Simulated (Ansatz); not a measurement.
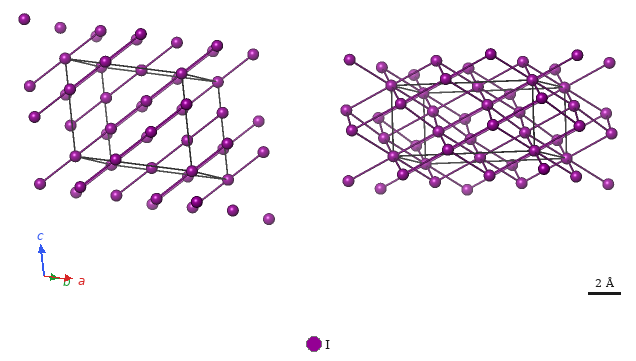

Two geometries of crystalline I (built on the Te_12 type), drawn at one scale. One is the start of a relaxation, the other its converged end. The picture is a ball-and-stick view of the conventional cell (2 times the calculation's cell), seen from a free direction. Lengths and directions refer to the drawn axes.

The calculation used Ansatz, DFT PBE, scalar-relativistic, plane waves, PAW. Set-up: plane-wave cutoff 420 eV; k-point mesh 10 × 10 × 10; occupations gaussian; smearing width 0.1 eV; no spin polarisation; cell and atoms relaxed; force threshold 0.01 eV/Å; at most 80 steps.

Question: Which of the two is the end point?

Answer: The left one is the relaxed one. Case: Te type (C2/m, No. 12). The largest moves relative to the cell, 0.080 Å, are those of I atoms. The drawn cell changes as follows: a 9.735 → 8.139 Å (−16.4 %), b 5.452 → 6.119 Å (+12.2 %), c 4.552 → 6.345 Å (+39.4 %), β 91.9° → 105.3°; the volume changes by +26.2 %. Some distances before and after: I–I 3.731 → 2.970 Å, I–I 3.492 → 4.147 Å, I–I 3.567 → 4.144 Å, I–I 3.440 → 2.968 Å. The space group stays C2/m (No. 12). Over 23 accepted moves (27 points after the start) the energy falls by 0.842 eV per cell of the calculation. The largest force component goes from 0.15 to 0.0023 eV/Å. Pressure: −1.09 GPa at the start and 0.00 GPa at the end. The line search rejected the trial step at point 7 of the run. The SCF was repeated 3 times at an unchanged geometry on a basis and grid sized afresh for the cell, which shifted the energy by 33.8 meV per cell of the calculation at most.

Limits of the set-up: an odd number of electrons was run without spin polarisation, which fails if the electron would localise.
